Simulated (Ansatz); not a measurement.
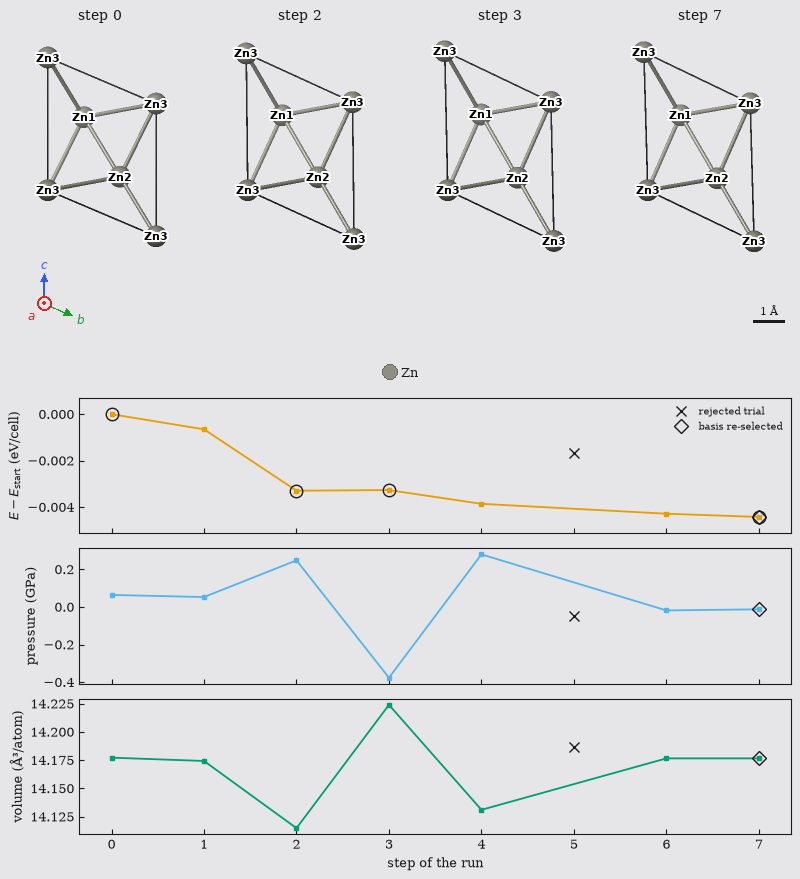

Frames of a relaxation of crystalline Zn (set up in R-3m), marked on the history of the run. The picture is a ball-and-stick view of the cell of the calculation, seen along the a axis.

Case: 3 of 3 Cd sites taken by Zn, cell and atoms relaxed.

Computed with DFT PBEsol, scalar-relativistic, plane waves, PAW in Ansatz. Settings: plane-wave cutoff 420 eV; k-point mesh 14 × 12 × 14; occupations gaussian; smearing width 0.1 eV; no spin polarisation; cell and atoms relaxed; force threshold 0.015 eV/Å; at most 60 steps.

Describe the path.

After 5 accepted moves (7 points after the start) the energy has fallen by 4.4 meV per cell of the calculation. All forces vanish by symmetry, so only the cell relaxes. The pressure goes from 0.06 to −0.01 GPa. The line search rejected the trial step at point 5 of the run. The SCF was repeated once at an unchanged geometry on a basis and grid sized afresh for the cell, which shifted the energy by 0.1 meV per cell of the calculation at most. The atoms keep their places relative to the cell (all moves are under 0.005 Å). The drawn cell changes at constant volume: a 2.772 → 2.752 Å (−0.7 %), b 3.845 → 3.852 Å (+0.2 %), c 4.552 → 4.718 Å (+3.6 %), α 111.9° → 116.0°, β 107.7° → 107.0°. Some distances before and after: Zn1–Zn2 2.665 → 2.752 Å, Zn1–Zn2 (another image) 2.772 → 2.686 Å, Zn1–Zn1 2.772 → 2.752 Å, Zn1–Zn2 (another image) 2.665 → 2.676 Å. The space group stays R-3m (No. 166). From step 0 to 2: volume −0.4 %, energy −3.3 meV per cell of the calculation. From step 2 to 3: volume +0.8 %, energy +0.0 meV per cell of the calculation. From step 3 to 7: volume −0.3 %, energy −1.2 meV per cell of the calculation.

```json
{"step": "0", "E − E(0), meV/atom": "0.00", "pressure, GPa": "0.06", "volume, Å³/atom": "14.177", "note": ""}
{"step": "1", "E − E(0), meV/atom": "-0.22", "pressure, GPa": "0.05", "volume, Å³/atom": "14.174", "note": ""}
{"step": "2", "E − E(0), meV/atom": "-1.10", "pressure, GPa": "0.25", "volume, Å³/atom": "14.115", "note": ""}
{"step": "3", "E − E(0), meV/atom": "-1.09", "pressure, GPa": "-0.38", "volume, Å³/atom": "14.224", "note": ""}
{"step": "4", "E − E(0), meV/atom": "-1.29", "pressure, GPa": "0.28", "volume, Å³/atom": "14.131", "note": ""}
{"step": "5", "E − E(0), meV/atom": "-0.56", "pressure, GPa": "-0.05", "volume, Å³/atom": "14.187", "note": "rejected"}
{"step": "6", "E − E(0), meV/atom": "-1.43", "pressure, GPa": "-0.02", "volume, Å³/atom": "14.177", "note": ""}
{"step": "7", "E − E(0), meV/atom": "-1.47", "pressure, GPa": "-0.01", "volume, Å³/atom": "14.177", "note": "same geometry, new basis"}
```
